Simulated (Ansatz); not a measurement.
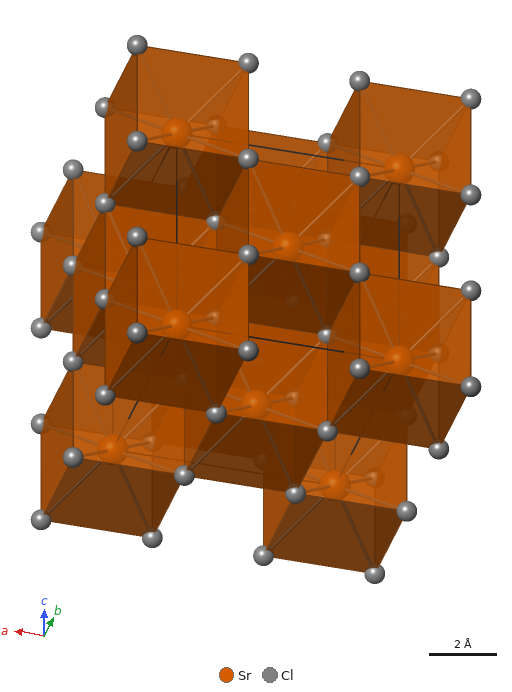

Reference structure: a symmetric starting cell of SrCl2. The picture is a polyhedral view of the conventional cell (4 times the calculation's cell), seen from a free direction. Lengths and directions refer to the drawn axes.

The calculation used DFT r2SCAN, scalar-relativistic, plane waves, PAW in Ansatz. Set-up: plane-wave cutoff 500 eV; k-point mesh 6 × 6 × 6; occupations gaussian; smearing width 0.02 eV; no spin polarisation.

The variant: All lengths are scaled by −3.3 % (volume −9.7 %), the atoms keeping their fractional coordinates. No relaxation follows. The starting cell wasn't computed here and needn't be at equilibrium, so pressure and forces aren't due to the change alone.

Q: What does the calculation give for the changed structure?

A: Some distances before and after: Cl–Sr 3.019 → 2.918 Å. The space group stays Fm-3m (No. 225). The pressure is 5.4 GPa (not all of it need come from the change, since the unchanged cell can be under pressure at this level too). All forces vanish by symmetry.

Drawn alike, the variant:

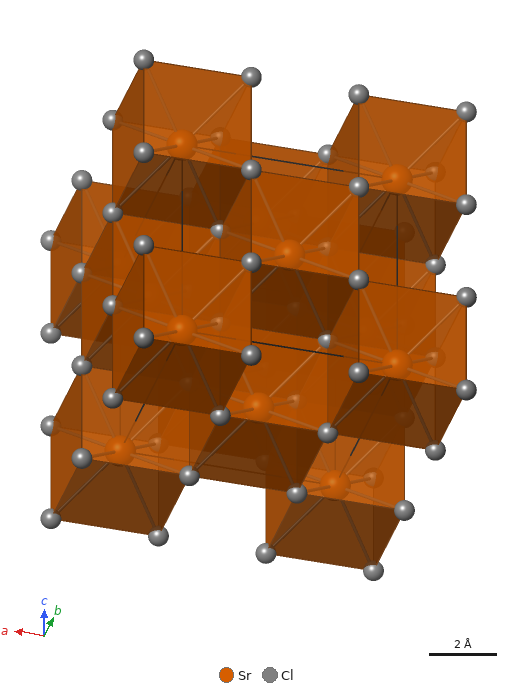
